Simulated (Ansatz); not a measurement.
## Geometry relaxation of AlCo

System: AlCo (6 atoms in the cell).
Method: DFT PBE, scalar-relativistic, plane waves, PAW, no spin polarisation (Ansatz 0.2.0).

The structure was built on a prototype by a generator; it need not be a known phase. It belongs to a series of runs on one base structure; here: CoSn type (P6/mmm, No. 191). Figures and captions count atoms from 1; the log counts them from 0 in places.

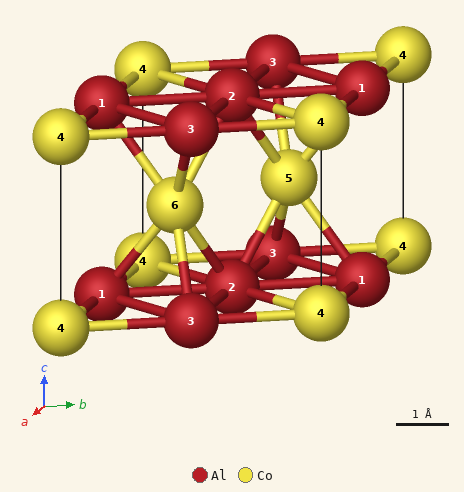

Figure 1. The structure as given in the input (ball-and-stick view of the cell of the calculation, seen slightly off an axis; atoms are numbered from 1 in the order of the input).

### The input
```yaml
crystal:
  lattice:
    - [5.1229643032, 0.0, 0.0]
    - [-2.5614821516, 4.4366172292, 0.0]
    - [0.0, 0.0, 3.8185946416]
  atoms:
    - { symbol: Al, position: [0.5, 0.0, 0.0] }
    - { symbol: Al, position: [0.5, 0.5, 0.0] }
    - { symbol: Al, position: [0.0, 0.5, 0.0] }
    - { symbol: Co, position: [0.0, 0.0, 0.0] }
    - { symbol: Co, position: [0.3333333333, 0.6666666667, 0.5] }
    - { symbol: Co, position: [0.6666666667, 0.3333333333, 0.5] }
basis:
  ecutwfc: 420
kpoints:
  mp_grid: { grid: [12, 12, 10] }
hamiltonian:
  xc: pbe
scf:
  occupations: { method: gaussian, width: 0.1 }
output:
  forces: true
  stress: true
  eigenvalues: true
relax:
  adjacent_minimum: "off"
  f_tol: 0.01
  max_steps: 80
  cell: { stress_tol: 0.05 }
```

Run as:
```bash
ansatz run input.yaml --threads 1 --pin off --max-ram 2560MiB --backend cpu --events-out ev --progress --plain --runs-dir out
```

### The program's output
```
Engine: ansatz 0.2.0, x86_64-unknown-linux-gnu
Pseudopotentials: kind: paw
Pseudopotential: Al, paw, valence charge 3, recommended cutoff 420 eV (normal), Al.paw.azcp
Pseudopotential: Co, paw, valence charge 17, recommended cutoff 420 eV (normal), Co.paw.azcp
Functional definition: PBE
  parameter kappa = 0.804
  parameter beta = 0.06672455060314922
  exchange = pbe_x(kappa = kappa, mu = beta*pi^2/3)
  correlation = pbe_c(beta = beta)
Crystal: 6 atoms, lattice volume = 86.791 Å³
Basis set: ecut = 420 eV, 1723 PW (Γ), exchange–correlation on 72×72×54 points (8 copies of the dense FFT grid, shifted against one another)
Bands: 36, of which v1, the nominal top of the filled ones, is band 30 counted from 1 (29 counted from 0)
Symmetry: 24 space group operations
Space group: P6/mmm (ITA 191), of the structure as read, at distance tolerance 4.4e-5 Å
k-points: 114 of 1440
Non-local potential: Al, projectors of the file, l = 0: 2, l = 1: 2, l = 2: 1
Non-local potential: Co, projectors of the file, l = 0: 3, l = 1: 2, l = 2: 3, l = 3: 1
PAW form: soft (Blöchl's): semilocal exchange-correlation on the pseudo side does not see the compensation charge
PAW one-centre angular grid: Al, 110 points (default); XC on 64 Gauss nodes
PAW one-centre angular grid: Co, 590 points (default); XC on 64 Gauss nodes
Initial density: superposition of atomic densities (neutral atoms: chi_scale 0, normalization atom), corrected by the library's trained network
Initial wavefunctions: pseudopotential atomic-orbital guess
Functional: x = pbe(κ = 0.804, μ = 0.2195149727645171), c = pbe(β = 0.06672455060314922)
SCF iter   1: F=—  HF=-16989.472067 eV  |F-HF|=—  |Δ(HF+E_count)|=         —  Δρ=1.79e-2  dr2=1.99e-1  ethr=1.77e-3  ⟨swp⟩=6.8  Hψ=17396  notcnv=0
preconditioner: auto → Kerker (q_TF=auto, 2.565 Å⁻¹)  [metal: Δε(μ)=0.010 eV  Ē_g=4.302 eV  σ=0.100 eV  W_gap=0.06  n_scr=26 (ndim 8)  ℏωp=23.9 eV  f_vac=0.000  D(μ)=3.39/eV (n_scr^D=26)]
SCF iter   2: F=—  HF=-16989.457560 eV  |F-HF|=—  |Δ(HF+E_count)|=   1.45e-2  Δρ=3.58e-3  dr2=6.55e-3  ethr=3.32e-4  ⟨swp⟩=1.1  Hψ=5029  notcnv=0
SCF iter   3: F=—  HF=-16989.456824 eV  |F-HF|=—  |Δ(HF+E_count)|=   7.36e-4  Δρ=1.69e-3  dr2=1.82e-3  ethr=1.09e-5  ⟨swp⟩=1.3  Hψ=4086  notcnv=0
SCF iter   4: F=—  HF=-16989.456629 eV  |F-HF|=—  |Δ(HF+E_count)|=   1.95e-4  Δρ=3.28e-4  dr2=1.12e-4  ethr=3.04e-6  ⟨swp⟩=2.0  Hψ=5918  notcnv=0
SCF iter   5: F=—  HF=-16989.456623 eV  |F-HF|=—  |Δ(HF+E_count)|=   6.39e-6  Δρ=1.46e-4  dr2=2.14e-5  ethr=1.87e-7  ⟨swp⟩=2.1  Hψ=5360  notcnv=0
SCF iter   6: F=—  HF=-16989.456606 eV  |F-HF|=—  |Δ(HF+E_count)|=   1.69e-5  Δρ=1.04e-4  dr2=1.18e-5  ethr=3.56e-8  ⟨swp⟩=2.0  Hψ=5758  notcnv=0
SCF iter   7: F=—  HF=-16989.456607 eV  |F-HF|=—  |Δ(HF+E_count)|=   9.92e-7  Δρ=7.05e-5  dr2=2.54e-6  ethr=1.97e-8  ⟨swp⟩=1.6  Hψ=4331  notcnv=0
SCF iter   8: F=—  HF=-16989.456607 eV  |F-HF|=—  |Δ(HF+E_count)|=   2.91e-7  Δρ=1.77e-5  dr2=2.85e-7  ethr=4.23e-9  ⟨swp⟩=1.9  Hψ=4658  notcnv=0
SCF iter   9: F=—  HF=-16989.456607 eV  |F-HF|=—  |Δ(HF+E_count)|=   6.77e-8  Δρ=1.39e-5  dr2=1.47e-7  ethr=1.67e-10  ⟨swp⟩=6.5  Hψ=14779  notcnv=0
SCF iter  10: F=-16989.456607 eV  HF=-16989.456607 eV  |F-HF|=6.22e-10  |Δ(HF+E_count)|=  2.55e-10  Δρ=2.78e-6  dr2=5.06e-9  ethr=1.67e-10  ⟨swp⟩=3.7  Hψ=11591  notcnv=0
SCF 1 converged in 10 iterations: F = -16989.456607 eV  dr2 = 5.06e-9
  greatest PAW one-centre occupation: 1.002 electrons in one spin orbital (limit 2), on the Co atom at site 3 (counted from 0), in its partial waves of l = 1
relax step   1: F+E_penalty+E_count = -16989.45660671 eV  Δ(F+E_penalty+E_count) = +0.000e0 eV  max|allowed force component| = 1.110e-16 eV/Å  Δτ_max = 0.0000 Å  P = +0.041 GPa  Ω = 86.791 Å³  (10 SCF iters, dr2 threshold 1.00e-7 eV, accepted)
Crystal: 6 atoms, lattice volume = 86.818 Å³
Initial density: handed on by an earlier stage of this run
Initial wavefunctions: those handed on with the density
iter 1 solved again at ethr=7.92e-8 eV; its pass at ethr=3.10e-3 eV (dr2=4.75e-5 eV) is discarded
SCF iter   1: F=—  HF=-16989.456658 eV  |F-HF|=—  |Δ(HF+E_count)|=         —  Δρ=2.22e-4  dr2=4.34e-5  ethr=7.92e-8  ⟨swp⟩=2.0  Hψ=18263  notcnv=0
preconditioner: auto → Kerker (q_TF=auto, 2.565 Å⁻¹)  [metal: Δε(μ)=0.013 eV  Ē_g=4.292 eV  σ=0.100 eV  W_gap=0.07  n_scr=26 (ndim 8)  ℏωp=23.9 eV  f_vac=0.000  D(μ)=4.11/eV (n_scr^D=32)]
SCF iter   2: F=—  HF=-16989.456655 eV  |F-HF|=—  |Δ(HF+E_count)|=   2.39e-6  Δρ=8.44e-5  dr2=9.11e-6  ethr=7.23e-8  ⟨swp⟩=1.0  Hψ=4104  notcnv=0
SCF iter   3: F=—  HF=-16989.456634 eV  |F-HF|=—  |Δ(HF+E_count)|=   2.16e-5  Δρ=4.46e-5  dr2=2.36e-6  ethr=1.52e-8  ⟨swp⟩=1.0  Hψ=4104  notcnv=0
SCF iter   4: F=—  HF=-16989.456634 eV  |F-HF|=—  |Δ(HF+E_count)|=   1.45e-7  Δρ=1.02e-5  dr2=6.74e-8  ethr=3.93e-9  ⟨swp⟩=1.0  Hψ=4104  notcnv=0
iter 5 did not close the SCF: its close was put off for the readings that it lacked (scf_convergence_deferred on its scf_iter line)
SCF iter   5: F=-16989.456634 eV  HF=-16989.456634 eV  |F-HF|=9.42e-9  |Δ(HF+E_count)|=   1.02e-8  Δρ=4.09e-6  dr2=1.25e-8  ethr=1.12e-10  ⟨swp⟩=2.0  Hψ=5637  notcnv=0
SCF iter   6: F=-16989.456634 eV  HF=-16989.456634 eV  |F-HF|=1.55e-9  |Δ(HF+E_count)|=  6.55e-10  Δρ=1.53e-6  dr2=2.52e-9  ethr=2.09e-11  ⟨swp⟩=2.6  Hψ=12393  notcnv=0
SCF 2 converged in 6 iterations: F = -16989.456634 eV  dr2 = 2.52e-9
relax step   2: F+E_penalty+E_count = -16989.45663361 eV  Δ(F+E_penalty+E_count) = -2.691e-5 eV  max|allowed force component| = 2.776e-17 eV/Å  Δτ_max = 0.0000 Å  P = +0.008 GPa  Ω = 86.818 Å³  energy of the carried Pulay correction = -1.306e-5 eV  (6 SCF iters, dr2 threshold 2.86e-8 eV, accepted)
Crystal: 6 atoms, lattice volume = 86.815 Å³
iter 1 solved again at ethr=2.06e-7 eV; its pass at ethr=3.10e-3 eV (dr2=1.24e-4 eV) is discarded
SCF iter   1: F=—  HF=-16989.456674 eV  |F-HF|=—  |Δ(HF+E_count)|=         —  Δρ=3.43e-4  dr2=1.13e-4  ethr=2.06e-7  ⟨swp⟩=2.3  Hψ=18123  notcnv=0
preconditioner: auto → Kerker (q_TF=auto, 2.565 Å⁻¹)  [metal: Δε(μ)=0.013 eV  Ē_g=4.292 eV  σ=0.100 eV  W_gap=0.07  n_scr=26 (ndim 8)  ℏωp=23.9 eV  f_vac=0.000  D(μ)=4.10/eV (n_scr^D=32)]
SCF iter   2: F=—  HF=-16989.456682 eV  |F-HF|=—  |Δ(HF+E_count)|=   7.37e-6  Δρ=1.37e-4  dr2=2.40e-5  ethr=1.88e-7  ⟨swp⟩=1.0  Hψ=4104  notcnv=0
SCF iter   3: F=—  HF=-16989.456651 eV  |F-HF|=—  |Δ(HF+E_count)|=   3.02e-5  Δρ=7.68e-5  dr2=6.84e-6  ethr=4.01e-8  ⟨swp⟩=1.0  Hψ=4104  notcnv=0
SCF iter   4: F=—  HF=-16989.456650 eV  |F-HF|=—  |Δ(HF+E_count)|=   1.14e-6  Δρ=1.55e-5  dr2=1.12e-7  ethr=1.14e-8  ⟨swp⟩=1.0  Hψ=4104  notcnv=0
SCF iter   5: F=—  HF=-16989.456650 eV  |F-HF|=—  |Δ(HF+E_count)|=   1.07e-9  Δρ=9.42e-6  dr2=5.34e-8  ethr=1.87e-10  ⟨swp⟩=2.0  Hψ=5807  notcnv=0
SCF iter   6: F=-16989.456650 eV  HF=-16989.456650 eV  |F-HF|=7.51e-9  |Δ(HF+E_count)|=   2.88e-9  Δρ=3.55e-6  dr2=9.46e-9  ethr=1.70e-11  ⟨swp⟩=3.0  Hψ=14439  notcnv=0
SCF 3 converged in 6 iterations: F = -16989.456650 eV  dr2 = 9.46e-9
relax step   3: F+E_penalty+E_count = -16989.45665020 eV  Δ(F+E_penalty+E_count) = -1.658e-5 eV  max|allowed force component| = 6.322e-17 eV/Å  Δτ_max = 0.0000 Å  P = +0.015 GPa  Ω = 86.815 Å³  energy of the carried Pulay correction = -1.095e-5 eV  (6 SCF iters, dr2 threshold 1.02e-8 eV, accepted)
Initial wavefunctions: pseudopotential atomic-orbital guess (no wavefunctions were taken with the density)
iter 1 solved again at ethr=8.83e-7 eV; its pass at ethr=3.10e-3 eV (dr2=5.30e-4 eV) is discarded
SCF iter   1: F=—  HF=-16989.456668 eV  |F-HF|=—  |Δ(HF+E_count)|=         —  Δρ=7.00e-6  dr2=3.11e-8  ethr=8.83e-7  ⟨swp⟩=3.0  Hψ=26829  notcnv=0
eigensolver tolerance schedule: the retry pair's looser diagonalisation over-reported the residual by 17035.66 of it (diagonalisation noise at an unbounded share of the residual, at the tolerance the schedule requests for it); recorded, not acted on — ethr = c·dr2/N_el stays at c = 1.0e-1
SCF iter   2: F=—  HF=-16989.456658 eV  |F-HF|=—  |Δ(HF+E_count)|=   9.68e-6  Δρ=5.54e-6  dr2=1.99e-8  ethr=5.18e-11  ⟨swp⟩=3.4  Hψ=9421  notcnv=0
SCF iter   3: F=—  HF=-16989.456658 eV  |F-HF|=—  |Δ(HF+E_count)|=   1.11e-9  Δρ=3.00e-6  dr2=6.54e-9  ethr=3.32e-11  ⟨swp⟩=1.0  Hψ=4104  notcnv=0
SCF iter   4: F=—  HF=-16989.456658 eV  |F-HF|=—  |Δ(HF+E_count)|=  4.47e-10  Δρ=5.79e-7  dr2=2.30e-10  ethr=1.09e-11  ⟨swp⟩=2.2  Hψ=5043  notcnv=0
SCF iter   5: F=—  HF=-16989.456658 eV  |F-HF|=—  |Δ(HF+E_count)|=  1.82e-11  Δρ=3.51e-7  dr2=7.22e-11  ethr=1.00e-12  ⟨swp⟩=1.0  Hψ=4104  notcnv=0
SCF iter   6: F=-16989.456658 eV  HF=-16989.456658 eV  |F-HF|=2.18e-11  |Δ(HF+E_count)|=  3.64e-12  Δρ=1.74e-7  dr2=2.32e-11  ethr=1.00e-12  ⟨swp⟩=4.2  Hψ=13266  notcnv=0
SCF 4 converged in 6 iterations: F = -16989.456658 eV  dr2 = 2.32e-11
relax step   4: F+E_penalty+E_count = -16989.45665801 eV  Δ(F+E_penalty+E_count) = -7.814e-6 eV  max|allowed force component| = 7.401e-17 eV/Å  Δτ_max = 0.0000 Å  P = +0.015 GPa  Ω = 86.815 Å³  stress off target by 2.03e-2 GPa  SCF on the basis re-selected at this cell (its energy is not comparable with the rows above)  (6 SCF iters)
```

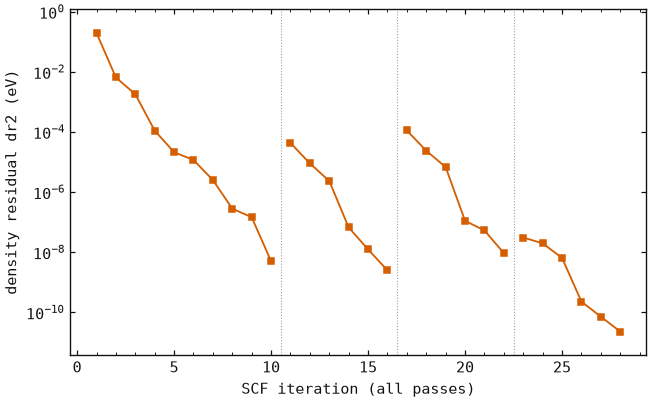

Figure 2. Convergence of the self-consistent field: density residual dr2 against the SCF iteration. The dotted lines part the SCF passes of the relaxation: geometry steps, rejected trials and re-solves on a re-selected basis. The passes take 10, 6, 6 and 6 iterations.

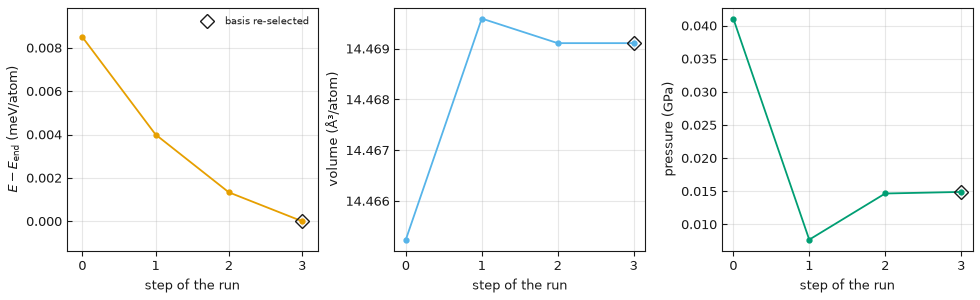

Figure 3. Progress of the relaxation, step by step (the first geometry is step 0 here and step 1 in the log). The atoms keep their places relative to the cell (all moves are under 0.005 Å). The space group stays P6/mmm (No. 191). After 2 geometry steps the energy has fallen by next to nothing (0.0 meV per atom). All forces vanish by symmetry, so only the cell relaxes. Pressure: 0.04 GPa at the start and 0.01 GPa at the end. A last SCF at the same geometry on a re-selected plane-wave basis shifts the energy by next to nothing (0.0 meV per atom). (Atoms are counted from 1 in the order of the input.)

```
basis re-selected at this cell: Δ(F+E_penalty+E_count) = -7.814e-6 eV, ΔP = +0.000 GPa vs the last step (what re-selecting the basis moved, of the pressure what is left beyond the Pulay correction that the steps carried, after the strain that the cell walked since its last selection, with what the two solves' SCF thresholds leave and, on support functions, any second-order correction that the steps lacked; it is no measure of the basis error at this ecutwfc). This SCF's stress stands 2.03e-2 GPa from its target on what of the cell is left free (relax.cell.stress_tol is 5.00e-2 GPa) and its largest allowed force component is 7.40e-17 eV/Å (relax.f_tol is 1.00e-2 eV/Å): within both
SCF converged after 6 iterations
Free energy (F): -16989.456658 eV
Harris-Foulkes:  -16989.456658 eV  (|F-HF|=2.18e-11)
Internal energy: -16989.436115 eV  (E = F + TS)
E sigma→0 (E₀):  -16989.446387 eV
Entropy (-TS):   -0.020543 eV (-3.424 meV/atom)
Fermi energy:    10.614925 eV
--- Per-component energies (eV) ---
  E_band       = -1051.826260
  E_kinetic    = 1437.773887
  E_local      = -11853.373553  (includes V_loc(G=0)·N_el)
  E_nonlocal   = 1415.824345
  E_hartree    = 5076.156800
  E_xc         = -594.056373
  E_vxc        = -699.208483  (∫ρ·V_xc dr)
  E_paw        = -5963.740329  (= ΣΔE_a)
  E_vpaw       = -1505.155999  (= ΣTr[D̂ρ^β])
  E_aug_tail   = 0.000206  (compensation charges beyond the density's cutoff)
  E_ewald      = -6508.021098
  E_smearing   = -0.020543  (= −TS)
  E_closure    = -0.000000  (closes the sum)
  Σ components = -16989.456658   (vs F -16989.456658, Δ=0.00e0)
--- Forces (eV/Å), atoms counted from 1 ---
  atom   1  Al     0.00000000     0.00000000     0.00000000
  atom   2  Al     0.00000000     0.00000000     0.00000000
  atom   3  Al    -0.00000000     0.00000000     0.00000000
  atom   4  Co     0.00000000     0.00000000     0.00000000
  atom   5  Co     0.00000000    -0.00000000     0.00000000
  atom   6  Co     0.00000000     0.00000000     0.00000000
  max |Σ_I F_I| component: 1.58e-30 eV/Å
--- Stress (GPa, compression-positive) ---
        0.012195       0.000000      -0.000000
        0.000000       0.012195       0.000000
       -0.000000       0.000000       0.020297
  P = ⅓ Tr σ = 0.0149 GPa (0.149 kbar)
--- Band table (eV; the first three rows and the last of 114) ---
  k-point 0: bands = ["-83.7225", "-83.7200", "-83.5498", "-47.2225", "-47.2196", "-46.9690", "-46.9690", "-46.9511", "-46.9511", "-46.9023", "-46.9023", "-46.8526", "0.6003", "5.4367", "7.0888", "7.0888", "7.9531", "7.9531", "7.9716", "8.6697", "8.6697", "9.2277", "9.2277", "9.4509", "9.4509", "9.6475", "10.1062", "10.1062", "10.2286", "10.9437", "10.9437", "11.3472", "11.4171", "11.4975", "11.4975", "15.2114"]
  k-point 1: bands = ["-83.7224", "-83.7200", "-83.5498", "-47.2227", "-47.2197", "-46.9690", "-46.9690", "-46.9511", "-46.9511", "-46.9023", "-46.9023", "-46.8527", "0.6936", "5.5413", "7.0604", "7.0604", "7.8912", "7.9687", "7.9687", "8.7108", "8.7108", "9.1991", "9.1991", "9.3474", "9.4753", "9.4753", "10.0360", "10.1268", "10.1268", "10.9767", "10.9767", "11.2475", "11.5422", "11.5422", "11.6436", "15.3962"]
  k-point 2: bands = ["-83.7224", "-83.7200", "-83.5497", "-47.2230", "-47.2198", "-46.9689", "-46.9689", "-46.9511", "-46.9511", "-46.9023", "-46.9023", "-46.8528", "0.9644", "5.8486", "6.9921", "6.9921", "7.3535", "8.0124", "8.0124", "8.8079", "8.8079", "8.9246", "9.1218", "9.1218", "9.5442", "9.5442", "10.0261", "10.1813", "10.1813", "10.9113", "11.0716", "11.0716", "11.6827", "11.6827", "11.8751", "14.5493"]
  k-point 113: bands = ["-83.7212", "-83.7212", "-83.5497", "-47.2221", "-47.2221", "-46.9703", "-46.9599", "-46.9599", "-46.9496", "-46.9024", "-46.9024", "-46.8532", "3.8956", "3.8956", "5.1559", "6.7006", "6.7006", "8.1838", "8.1838", "8.8323", "9.0571", "9.2653", "9.2653", "9.3140", "9.5294", "9.5676", "9.5676", "9.8344", "9.8344", "10.4407", "10.7297", "10.7297", "10.7439", "12.9213", "12.9213", "16.0713"]
--- Relaxed structure (3 steps of the walk, 3 accepted, 1 SCFs on fresh bases) ---
  F+E_penalty+E_count = -16989.45665801 eV   max|allowed force component| = 7.401e-17 eV/Å   (the final SCF, on the basis selected at the relaxed cell)
  cell:  # Å, volume = 86.8147 Å³
    - [5.125957989856691, -2.9712664693619844e-34, -4.1783434725402904e-35]
    - [-2.5629789949283457, 4.43920983794771, 3.2953556005890716e-35]
    - [-3.114485881764571e-35, 1.0381619605881904e-35, 3.8151564777561773]
  atoms:
    - { symbol: Al, position: [0.5, 4.1827222242065e-36, -6.681911775230489e-52] }
    - { symbol: Al, position: [0.5, 0.5, -6.681911775230489e-52] }
    - { symbol: Al, position: [2.1190472097762316e-71, 0.5, 0.0] }
    - { symbol: Co, position: [5.753535750412722e-36, -3.504442944605452e-36, 1.608611746708759e-86] }
    - { symbol: Co, position: [0.3333333333333333, 0.6666666666666669, 0.5] }
    - { symbol: Co, position: [0.6666666666666667, 0.33333333333333337, 0.5] }
```

### Trajectory as extended XYZ (Å, eV, eV/Å), 4 frames, from step=1 to step=4
```
6
Lattice="5.1230 0.0000 0.0000 -2.5615 4.4366 0.0000 0.0000 0.0000 3.8186" Properties=species:S:1:pos:R:3:forces:R:3 step=1 energy=-16989.45661 pressure_GPa=0.04
Al    2.5615    0.0000    0.0000    0.0000   0.0000   0.0000
Al    1.2807    2.2183    0.0000    0.0000   0.0000   0.0000
Al   -1.2807    2.2183    0.0000    0.0000   0.0000   0.0000
Co    0.0000    0.0000    0.0000    0.0000   0.0000   0.0000
Co    0.0000    2.9577    1.9093    0.0000   0.0000   0.0000
Co    2.5615    1.4789    1.9093    0.0000   0.0000   0.0000
6
Lattice="5.1246 0.0000 0.0000 -2.5623 4.4380 0.0000 0.0000 0.0000 3.8173" Properties=species:S:1:pos:R:3:forces:R:3 step=2 energy=-16989.45663 pressure_GPa=0.01
Al    2.5623    0.0000    0.0000    0.0000   0.0000   0.0000
Al    1.2811    2.2190    0.0000    0.0000   0.0000   0.0000
Al   -1.2811    2.2190    0.0000    0.0000   0.0000   0.0000
Co    0.0000    0.0000    0.0000    0.0000   0.0000   0.0000
Co    0.0000    2.9587    1.9087    0.0000   0.0000   0.0000
Co    2.5623    1.4793    1.9087    0.0000   0.0000   0.0000
6
Lattice="5.1260 0.0000 0.0000 -2.5630 4.4392 0.0000 0.0000 0.0000 3.8152" Properties=species:S:1:pos:R:3:forces:R:3 step=3 energy=-16989.45665 pressure_GPa=0.01
Al    2.5630    0.0000    0.0000    0.0000   0.0000   0.0000
Al    1.2815    2.2196    0.0000    0.0000   0.0000   0.0000
Al   -1.2815    2.2196    0.0000    0.0000   0.0000   0.0000
Co    0.0000    0.0000    0.0000    0.0000   0.0000   0.0000
Co    0.0000    2.9595    1.9076    0.0000   0.0000   0.0000
Co    2.5630    1.4797    1.9076    0.0000   0.0000   0.0000
6
Lattice="5.1260 0.0000 0.0000 -2.5630 4.4392 0.0000 0.0000 0.0000 3.8152" Properties=species:S:1:pos:R:3:forces:R:3 step=4 energy=-16989.45666 pressure_GPa=0.01
Al    2.5630    0.0000    0.0000    0.0000   0.0000   0.0000
Al    1.2815    2.2196    0.0000    0.0000   0.0000   0.0000
Al   -1.2815    2.2196    0.0000    0.0000   0.0000   0.0000
Co    0.0000    0.0000    0.0000    0.0000   0.0000   0.0000
Co    0.0000    2.9595    1.9076    0.0000   0.0000   0.0000
Co    2.5630    1.4797    1.9076    0.0000   0.0000   0.0000
```

### Results in brief

```json
{"quantity": "outcome", "value": "converged"}
{"quantity": "space group (tolerance 0.01 Å)", "value": "P6/mmm (191)"}
{"quantity": "electrons treated", "value": "60"}
{"quantity": "free energy", "value": "−16989.4567 eV"}
{"quantity": "Fermi energy", "value": "10.615 eV"}
{"quantity": "gap on the k-point mesh", "value": "none (metallic)"}
{"quantity": "pressure", "value": "0.01 GPa"}
{"quantity": "final volume", "value": "86.81 Å³"}
{"quantity": "largest force (length of the vector) at the end", "value": "under 0.001 eV/Å"}
{"quantity": "final cell", "value": "a = 5.126 Å, b = 5.126 Å, c = 3.815 Å, α = 90.00°, β = 90.00°, γ = 120.00°"}
{"quantity": "hardware", "value": "1 thread of Intel Xeon @ 2.50GHz (Skylake/Cascade Lake), 192 GiB of memory available, shared host"}
{"quantity": "wall time", "value": "2 min"}
{"quantity": "peak memory", "value": "0.6 GiB"}
```

The run has no spin polarisation, so a magnetic state may lie lower.
